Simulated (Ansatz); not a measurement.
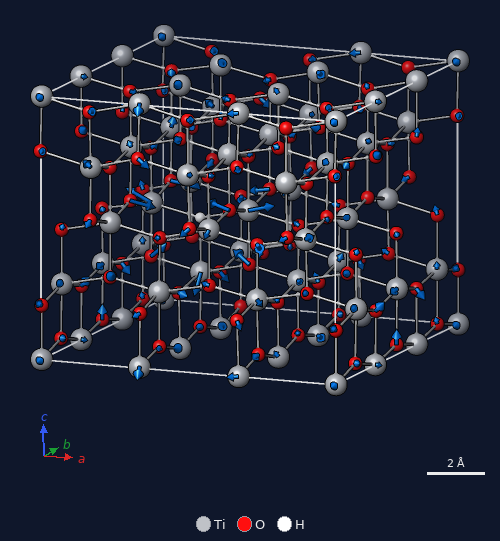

A relaxation of a defect cell of composition Ti36O71H (cell charge −1). The starting structure is drawn; blue arrows show the displacements, magnified 10 times.

A ball-and-stick model of the cell of the calculation, seen slightly off an axis.

The atoms of the start lie slightly off their symmetric places, so part of the fall in energy undoes that.

Level of theory: DFT, PBEsol, PAW, plane waves in Ansatz. Set-up: plane-wave cutoff 420 eV; k-point mesh 1 × 1 × 1; mesh shifted by (0.25, 0.25, 0.25); collinear spin; atoms relaxed in a fixed cell; force threshold 0.03 eV/Å; at most 80 steps.

### Describe the change and its energy.

The energy falls by 1.545 eV per cell of the calculation in 6 geometry steps. Largest force component: 2.6 eV/Å at the start, 0.026 eV/Å at the end. A Ti atom moves most: 0.11 Å along [−3 −1 2]. Largest moves by element: Ti 0.11 Å, O 0.11 Å, H 0.02 Å. The cell doesn't change. Among the contacts that change: Ti–Ti 3.020 → 3.181 Å, O–Ti 1.973 → 1.850 Å, O–Ti 1.896 → 2.009 Å, O–Ti 2.009 → 1.904 Å. Bond angles that change, for instance: Ti–O–Ti 102.1° → 111.5°, O–Ti–O 154.4° → 145.5°, O–Ti–H 94.7° → 87.6°. The program noted that the starting moments weren't kept.

Limits of the set-up: the cell is charged, on a uniform background, and energies carry no finite-size correction.
